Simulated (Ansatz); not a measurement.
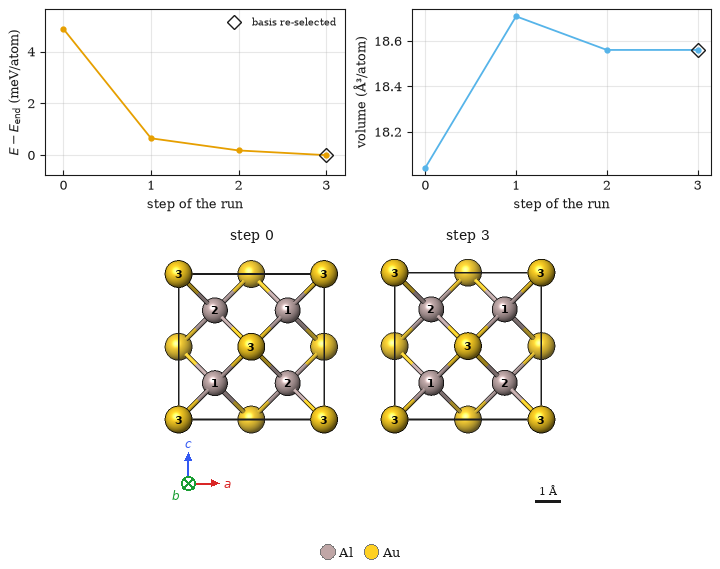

First and last geometry of a relaxation of crystalline Al₂Au (set up in Fm-3m), with the history of the run. Style: ball-and-stick. Shown: the conventional cell (4 times the calculation's cell), along the b axis. Lengths and directions refer to the drawn axes.

Method: Ansatz 0.2.0, DFT PBE, scalar-relativistic, plane waves, PAW. (plane-wave cutoff 420 eV; k-point mesh 12 × 12 × 12; occupations gaussian; smearing width 0.1 eV; no spin polarisation; cell and atoms relaxed; force threshold 0.005 eV/Å; at most 80 steps)

What do the curves and the structures tell?

Answer. It converged. The energy falls by 4.9 meV per atom in 2 accepted moves (3 points after the start). All forces vanish by symmetry, so only the cell relaxes. Pressure: 3.14 GPa at the start and −0.04 GPa at the end. At 1 point the geometry stayed and the basis and grid were re-selected for the new cell (energy shift of 0.2 meV per atom at most each time). The atoms keep their places relative to the cell (all moves are under 0.005 Å). The drawn cell changes as follows: a = b = c 6.005 → 6.062 Å (+0.9 %); the volume changes by +2.9 %. Near-neighbour distances that change, for instance: Al1–Au3 2.600 → 2.625 Å. The space group stays Fm-3m (No. 225).

```csv
step,"E − E(0), meV/atom","pressure, GPa","volume, Å³/atom",note
0,0.00,3.14,18.042,
1,-4.22,-0.86,18.709,
2,-4.69,-0.05,18.561,
3,-4.87,-0.04,18.561,"same geometry, new basis"
```
